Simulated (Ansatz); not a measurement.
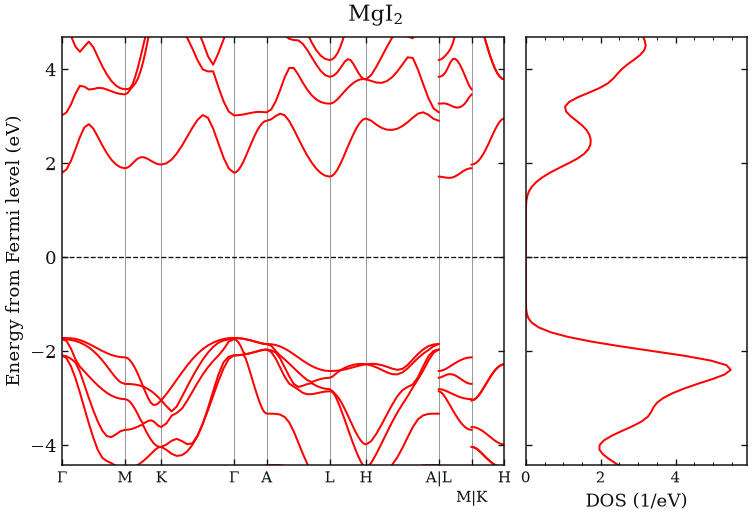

Band structure and density of states. Energies are counted from the Fermi level. The DOS curve is built from the levels of the k mesh with Gaussians 0.55 eV wide, which also blur the band edges; ripples of that width can come from the mesh.

**What lattice type does the k path imply?**

A hexagonal (primitive) lattice: the path Γ–M–K–Γ–A–L–H–A|L–M|K–H runs through the special points of its Brillouin zone.

System: CdI2-type MgI2, space group P-3m1, 3 atoms in the cell.

Space group P-3m1 (No. 164). a = 4.140 Å, b = 4.140 Å, c = 6.880 Å, α = 90.00°, β = 90.00°, γ = 120.00°
```tsv
atom	site	symmetry	x	y	z
I	2d	3m.	0.6667	0.3333	0.7500
Mg	1a	-3m.	0.0000	0.0000	0.0000
```

Computed with Ansatz: PBEsol, Ansatz PAW, no spin polarisation, no spin-orbit coupling, 8×8×4 k mesh, 420 eV cutoff, Fermi-Dirac smearing of 0.05 eV.

**What does the band structure say about the gap?**

The bands leave a gap. The gap along this path is 3.41 eV and indirect, from the valence-band top at Γ to the conduction-band bottom between L and M; the smallest direct gap is 3.52 eV, at Γ. At L the lowest conduction band lies only 0.03 eV higher.

**How many bands meet at the valence-band top?**

Two bands meet at the valence-band top at Γ: it is doubly degenerate (spin aside). The next level lies only 0.03 eV lower.

**How much do the top valence band and the lowest conduction band disperse along the path?**

The top valence band spans 1.3 eV and the lowest conduction band 1.4 eV.

The cell's inner coordinates are idealised or old. Spin-orbit coupling is left out, which matters for I. The PAW data sets were made with another functional. LDA, GGA and most meta-GGA functionals understate gaps.
